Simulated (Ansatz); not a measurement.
## Geometry relaxation of TaN (part 2 of 2)

TaN (2 atoms in the cell); DFT PBE+D3(BJ), scalar-relativistic, plane waves, PAW, no spin polarisation (Ansatz 0.2.0); cutoff 420 eV, 18×18×14 k-mesh, Gaussian smearing of 0.1 eV. The structure derives from an entry of the Crystallography Open Database.

Geometry of the input (Å; fractional positions):
```
2.9380  0.0000  0.0000
-1.4690  2.5444  0.0000
0.0000  0.0000  2.8830
Ta 0.3333  0.6667  0.5000
N  0.0000  0.0000  0.0000
```

### The program's output, continued
```
SCF iter   1: F=—  HF=-10319.457367 eV  |F-HF|=—  |Δ(HF+E_count)|=         —  Δρ=1.60e-5  dr2=4.68e-8  ethr=2.93e-10  ⟨swp⟩=2.0  Hψ=23519  notcnv=0
preconditioner: auto → none  [metal: Δε(μ)=0.068 eV  Ē_g=11.133 eV  σ=0.100 eV  W_gap=0.37  n_scr=8 (ndim 8)  ℏωp=25.4 eV  f_vac=0.000  D(μ)=0.05/eV (n_scr^D=0)]
iter 2 did not close the SCF: its close was put off for the readings that it lacked (scf_convergence_deferred on its scf_iter line)
SCF iter   2: F=-10319.457379 eV  HF=-10319.457379 eV  |F-HF|=2.07e-9  |Δ(HF+E_count)|=   1.17e-5  Δρ=4.92e-6  dr2=4.34e-9  ethr=2.60e-10  ⟨swp⟩=2.0  Hψ=5269  notcnv=0
iter 3 did not close the SCF: its close was put off for the readings that it lacked (scf_convergence_deferred on its scf_iter line)
SCF iter   3: F=-10319.457379 eV  HF=-10319.457379 eV  |F-HF|=4.91e-11  |Δ(HF+E_count)|=  2.20e-10  Δρ=9.39e-7  dr2=8.40e-11  ethr=2.41e-11  ⟨swp⟩=2.0  Hψ=5097  notcnv=0
iter 4 did not close the SCF: its close was put off for the readings that it lacked (scf_convergence_deferred on its scf_iter line)
SCF iter   4: F=-10319.457379 eV  HF=-10319.457379 eV  |F-HF|=3.64e-12  |Δ(HF+E_count)|=  5.82e-11  Δρ=1.18e-7  dr2=2.34e-12  ethr=1.00e-12  ⟨swp⟩=1.4  Hψ=3986  notcnv=0
iter 5 did not close the SCF: its close was put off for the readings that it lacked (scf_convergence_deferred on its scf_iter line)
SCF iter   5: F=-10319.457379 eV  HF=-10319.457379 eV  |F-HF|=3.64e-12  |Δ(HF+E_count)|=    0.00e0  Δρ=1.62e-8  dr2=4.59e-14  ethr=1.00e-12  ⟨swp⟩=1.0  Hψ=3848  notcnv=0
SCF iter   6: F=-10319.457379 eV  HF=-10319.457379 eV  |F-HF|=5.46e-12  |Δ(HF+E_count)|=  3.64e-12  Δρ=3.20e-9  dr2=9.59e-16  ethr=1.00e-12  ⟨swp⟩=3.5  Hψ=13144  notcnv=0
SCF 6 converged in 6 iterations: F = -10319.457379 eV  dr2 = 9.59e-16
relax step   6: F+E_penalty+E_count = -10319.45737920 eV  Δ(F+E_penalty+E_count) = -7.132e-6 eV  max|allowed force component| = 2.035e-16 eV/Å  Δτ_max = 0.0000 Å  P = -0.000 GPa  Ω = 21.396 Å³  energy of the carried Pulay correction = +6.803e-6 eV  (6 SCF iters, accepted)
iter 1 solved again at ethr=1.10e-7 eV; its pass at ethr=3.10e-3 eV (dr2=1.99e-5 eV) is discarded
SCF iter   1: F=—  HF=-10319.457361 eV  |F-HF|=—  |Δ(HF+E_count)|=         —  Δρ=1.45e-6  dr2=3.72e-10  ethr=1.10e-7  ⟨swp⟩=3.1  Hψ=30474  notcnv=0
eigensolver tolerance schedule: the retry pair's looser diagonalisation over-reported the residual by 53440.34 of it (diagonalisation noise at an unbounded share of the residual, at the tolerance the schedule requests for it); recorded, not acted on — ethr = c·dr2/N_el stays at c = 1.0e-1
SCF iter   2: F=—  HF=-10319.457374 eV  |F-HF|=—  |Δ(HF+E_count)|=   1.26e-5  Δρ=8.49e-7  dr2=1.27e-10  ethr=2.07e-12  ⟨swp⟩=3.8  Hψ=9319  notcnv=0
SCF iter   3: F=—  HF=-10319.457374 eV  |F-HF|=—  |Δ(HF+E_count)|=  1.64e-11  Δρ=5.36e-7  dr2=4.40e-11  ethr=1.00e-12  ⟨swp⟩=1.0  Hψ=3848  notcnv=0
iter 4 did not close the SCF: its close was put off for the readings that it lacked (scf_convergence_deferred on its scf_iter line)
SCF iter   4: F=-10319.457374 eV  HF=-10319.457374 eV  |F-HF|=1.82e-12  |Δ(HF+E_count)|=  3.64e-12  Δρ=1.12e-7  dr2=2.59e-12  ethr=1.00e-12  ⟨swp⟩=1.1  Hψ=3874  notcnv=0
iter 5 did not close the SCF: its close was put off for the readings that it lacked (scf_convergence_deferred on its scf_iter line)
SCF iter   5: F=-10319.457374 eV  HF=-10319.457374 eV  |F-HF|=7.28e-12  |Δ(HF+E_count)|=  9.09e-12  Δρ=7.24e-8  dr2=8.50e-13  ethr=1.00e-12  ⟨swp⟩=1.0  Hψ=3848  notcnv=0
iter 6 did not close the SCF: its close was put off for the readings that it lacked (scf_convergence_deferred on its scf_iter line)
SCF iter   6: F=-10319.457374 eV  HF=-10319.457374 eV  |F-HF|=1.82e-12  |Δ(HF+E_count)|=  7.28e-12  Δρ=4.90e-8  dr2=4.42e-13  ethr=1.00e-12  ⟨swp⟩=1.0  Hψ=3848  notcnv=0
iter 7 did not close the SCF: its close was put off for the readings that it lacked (scf_convergence_deferred on its scf_iter line)
SCF iter   7: F=-10319.457374 eV  HF=-10319.457374 eV  |F-HF|=7.28e-12  |Δ(HF+E_count)|=  5.46e-12  Δρ=3.27e-9  dr2=7.14e-16  ethr=1.00e-12  ⟨swp⟩=1.0  Hψ=3848  notcnv=0
SCF iter   8: F=-10319.457374 eV  HF=-10319.457374 eV  |F-HF|=3.64e-12  |Δ(HF+E_count)|=  9.09e-12  Δρ=5.84e-9  dr2=5.78e-15  ethr=1.00e-12  ⟨swp⟩=2.9  Hψ=11847  notcnv=0
SCF 7 converged in 8 iterations: F = -10319.457374 eV  dr2 = 5.78e-15
relax step   7: F+E_penalty+E_count = -10319.45737382 eV  Δ(F+E_penalty+E_count) = +5.379e-6 eV  max|allowed force component| = 1.665e-16 eV/Å  Δτ_max = 0.0000 Å  P = -0.000 GPa  Ω = 21.396 Å³  stress off target by 5.05e-4 GPa  SCF on the basis re-selected at this cell (its energy is not comparable with the rows above)  (8 SCF iters)
```

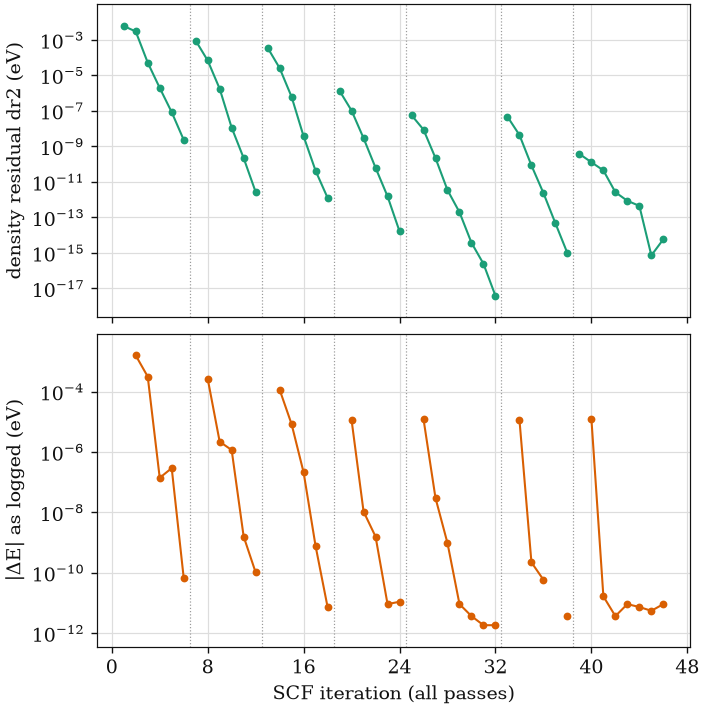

Convergence of the self-consistent field: density residual dr2 and size of the energy change against the SCF iteration. The dotted lines part the SCF passes of the relaxation: geometry steps, rejected trials and re-solves on a re-selected basis. The 7 passes take 6 to 8 iterations each, 46 in all.

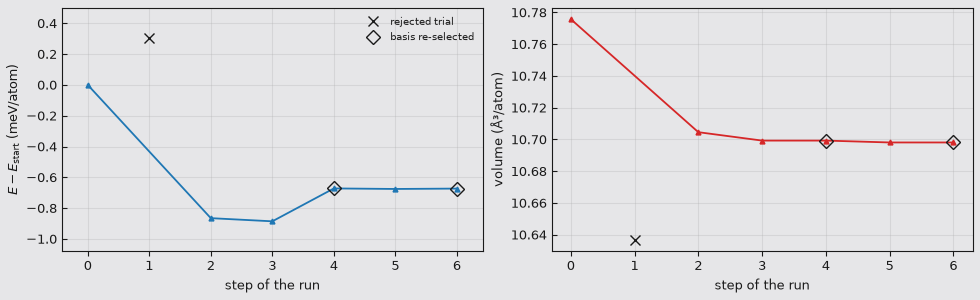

Progress of the relaxation, step by step (the first geometry is step 0 here and step 1 in the log). The atoms keep their places relative to the cell (all moves are under 0.005 Å). The volume changes by −0.7 %, with a = b 2.938 → 2.929 Å (−0.3 %), c 2.883 → 2.881 Å (−0.1 %). Among the contacts that change: Ta1–Ta1 2.938 → 2.929 Å, Ta1–N2 2.226 → 2.221 Å. The space group stays P-6m2 (No. 187). After 4 geometry steps the energy has fallen by 0.7 meV per atom. All forces vanish by symmetry, so only the cell relaxes. Pressure: −2.46 GPa at the start and 0.00 GPa at the end. The line search rejected the trial step at point 1 (counted from 0) and went back. 1 further SCF at an unchanged geometry re-selected the plane-wave basis for the new cell. The energy change given includes the shifts at the re-selections in mid-walk, which come without any move. A last SCF at the same geometry on a re-selected plane-wave basis shifts the energy by +0.0 meV per atom. (Atoms are counted from 1 in the order of the input.)

```
basis re-selected at this cell: Δ(F+E_penalty+E_count) = +5.379e-6 eV, ΔP = -0.000 GPa vs the last step (what re-selecting the basis moved, of the pressure what is left beyond the Pulay correction that the steps carried, after the strain that the cell walked since its last selection, with what the two solves' SCF thresholds leave and, on support functions, any second-order correction that the steps lacked; it is no measure of the basis error at this ecutwfc). This SCF's stress stands 5.05e-4 GPa from its target on what of the cell is left free (relax.cell.stress_tol is 5.00e-2 GPa) and its largest allowed force component is 1.67e-16 eV/Å (relax.f_tol is 5.00e-3 eV/Å): within both
SCF converged after 8 iterations
Free energy (F): -10319.457374 eV
Harris-Foulkes:  -10319.457374 eV  (|F-HF|=3.64e-12)
Internal energy: -10319.457126 eV  (E = F + TS)
E sigma→0 (E₀):  -10319.457250 eV
Entropy (-TS):   -0.000248 eV (-0.124 meV/atom)
Fermi energy:    20.401380 eV
--- Per-component energies (eV) ---
  E_band       = -49.241908
  E_kinetic    = 500.385335
  E_local      = -598.072427  (includes V_loc(G=0)·N_el)
  E_nonlocal   = 59.887391
  E_hartree    = 202.121337
  E_xc         = -280.293311
  E_vxc        = -282.826370  (∫ρ·V_xc dr)
  E_paw        = -8524.374502  (= ΣΔE_a)
  E_vpaw       = -132.858704  (= ΣTr[D̂ρ^β])
  E_aug_tail   = 0.000196  (compensation charges beyond the density's cutoff)
  E_ewald      = -1678.173315
  E_disp       = -0.937830  (pairwise vdW)
  E_smearing   = -0.000248  (= −TS)
  E_closure    = 0.000000  (closes the sum)
  Σ components = -10319.457374   (vs F -10319.457374, Δ=0.00e0)
--- Forces (eV/Å), atoms counted from 1 ---
  atom   1  Ta     0.00000000     0.00000000     0.00000000
  atom   2  N     -0.00000000     0.00000000     0.00000000
  max |Σ_I F_I| component: 8.51e-16 eV/Å
--- Stress (GPa, compression-positive) ---
       -0.000505       0.000000      -0.000000
        0.000000      -0.000505       0.000000
       -0.000000       0.000000      -0.000434
  P = ⅓ Tr σ = -0.0005 GPa (-0.005 kbar)
--- Band table (eV; the first three rows and the last of 296) ---
  k-point 0: bands = ["-48.0209", "-14.3724", "-14.0990", "-14.0990", "2.5919", "15.8212", "15.8212", "16.1632", "17.4423", "22.6771", "24.0006", "24.0006", "24.4592"]
  k-point 1: bands = ["-48.0183", "-14.4225", "-14.0950", "-14.0950", "2.6986", "15.7466", "15.8635", "15.8635", "17.7921", "22.8654", "23.2907", "23.2907", "24.9821"]
  k-point 2: bands = ["-48.0112", "-14.5608", "-14.0838", "-14.0838", "3.0039", "14.8913", "15.9834", "15.9834", "18.5246", "22.3784", "22.3784", "23.3630", "25.3296"]
  k-point 295: bands = ["-47.8822", "-15.0023", "-14.7362", "-14.6652", "4.6250", "12.1335", "13.8233", "16.4885", "20.0320", "24.9385", "25.5024", "27.1735", "28.0246"]
--- Relaxed structure (5 steps of the walk, 4 accepted, 2 SCFs on fresh bases) ---
  F+E_penalty+E_count = -10319.45737382 eV   max|allowed force component| = 1.665e-16 eV/Å   (the final SCF, on the basis selected at the relaxed cell)
  cell:  # Å, volume = 21.3962 Å³
    - [2.9285132344320615, 1.8977370876331206e-33, 0.0]
    - [-1.4642566172160307, 2.5361668563370983, 0.0]
    - [0.0, 0.0, 2.8807930987549653]
  atoms:
    - { symbol: Ta, position: [0.3333333333333333, 0.6666666666666666, 0.5] }
    - { symbol: N, position: [0.0, -2.775557561562891e-17, 0.0] }
```

### Trajectory as extended XYZ (Å, eV, eV/Å), 7 frames, from step=1 to step=7
```
2
Lattice="2.9380 0.0000 0.0000 -1.4690 2.5444 0.0000 0.0000 0.0000 2.8830" Properties=species:S:1:pos:R:3:forces:R:3 step=1 energy=-10319.45603 pressure_GPa=-2.46
Ta    0.0000    1.6963    1.4415    0.0000   0.0000   0.0000
N     0.0000    0.0000    0.0000    0.0000   0.0000   0.0000
2
Lattice="2.9147 0.0000 0.0000 -1.4573 2.5242 0.0000 0.0000 0.0000 2.8915" Properties=species:S:1:pos:R:3:forces:R:3 step=2 energy=-10319.45541 pressure_GPa=1.91 accepted=F
Ta    0.0000    1.6828    1.4458    0.0000   0.0000   0.0000
N     0.0000    0.0000    0.0000    0.0000   0.0000   0.0000
2
Lattice="2.9288 0.0000 0.0000 -1.4644 2.5364 0.0000 0.0000 0.0000 2.8820" Properties=species:S:1:pos:R:3:forces:R:3 step=3 energy=-10319.45776 pressure_GPa=-0.19
Ta    0.0000    1.6909    1.4410    0.0000   0.0000   0.0000
N     0.0000    0.0000    0.0000    0.0000   0.0000   0.0000
2
Lattice="2.9286 0.0000 0.0000 -1.4643 2.5362 0.0000 0.0000 0.0000 2.8810" Properties=species:S:1:pos:R:3:forces:R:3 step=4 energy=-10319.45780 pressure_GPa=-0.01
Ta    0.0000    1.6908    1.4405    0.0000   0.0000   0.0000
N     0.0000    0.0000    0.0000    0.0000   0.0000   0.0000
2
Lattice="2.9286 0.0000 0.0000 -1.4643 2.5362 0.0000 0.0000 0.0000 2.8810" Properties=species:S:1:pos:R:3:forces:R:3 step=5 energy=-10319.45737 pressure_GPa=-0.04
Ta    0.0000    1.6908    1.4405    0.0000   0.0000   0.0000
N     0.0000    0.0000    0.0000    0.0000   0.0000   0.0000
2
Lattice="2.9285 0.0000 0.0000 -1.4643 2.5362 0.0000 0.0000 0.0000 2.8808" Properties=species:S:1:pos:R:3:forces:R:3 step=6 energy=-10319.45738 pressure_GPa=-0.00
Ta    0.0000    1.6908    1.4404    0.0000   0.0000   0.0000
N     0.0000    0.0000    0.0000    0.0000   0.0000   0.0000
2
Lattice="2.9285 0.0000 0.0000 -1.4643 2.5362 0.0000 0.0000 0.0000 2.8808" Properties=species:S:1:pos:R:3:forces:R:3 step=7 energy=-10319.45737 pressure_GPa=-0.00
Ta    0.0000    1.6908    1.4404    0.0000   0.0000   0.0000
N     0.0000    0.0000    0.0000    0.0000   0.0000   0.0000
```

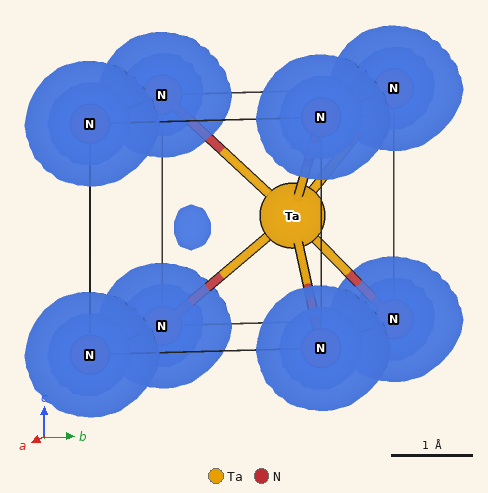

Isosurface of the ELF at 0.75 (blue), seen slightly off an axis. Core shells and regions of very low density are left out. Sticks mark near contacts. The outline is the cell set on symmetry axes. Profiles from the grid: Ta–N (2.22 Å): the ELF is about 0.20 at the midpoint; no shared pair; the contact is polar. Ta–Ta (2.88 Å): the ELF is about 0.25 at the midpoint (no shared electron pair). In a PAW calculation such maps are meaningful between the atoms, not at the nuclei.

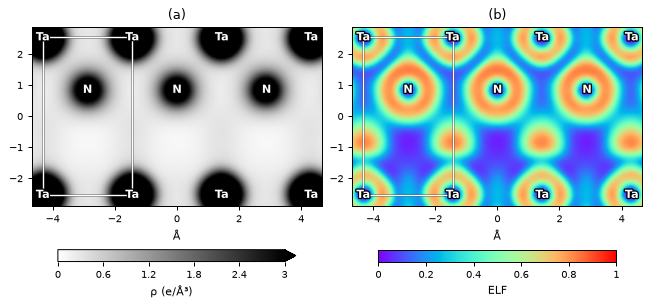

(a) valence electron density; (b) ELF on the (110) plane of the conventional cell. Ta–N (2.22 Å): ρ at the midpoint is about 0.55 e/Å³; the ELF is about 0.20 at the midpoint (no shared pair; the contact is polar). Ta–Ta (2.88 Å): the density is about 0.29 e/Å³ at the midpoint; the ELF is about 0.25 at the midpoint; no localised pair between them. Away from the nuclei the density in this plane falls to 0.09 e/Å³ at its lowest. The strong features right at Ta lie inside the PAW spheres (semicore, d or f shells) and say nothing about bonding.

### Key numbers

| quantity | value |
| --- | --- |
| outcome | converged |
| space group (tolerance 0.01 Å) | P-6m2 (187) |
| electrons treated | 18 |
| free energy | −10319.4574 eV |
| Fermi energy | 20.401 eV |
| gap on the k-point mesh | none (metallic) |
| pressure | 0.00 GPa |
| final volume | 21.40 Å³ |
| largest force (length of the vector) at the end | under 0.001 eV/Å |
| final cell | a = 2.929 Å, b = 2.929 Å, c = 2.881 Å, α = 90.00°, β = 90.00°, γ = 120.00° |
| wall time | 16 s (CPU time 60 s) |
| peak memory | 0.43 GiB |

### Remarks

Spin–orbit coupling is left out, which matters for Ta.
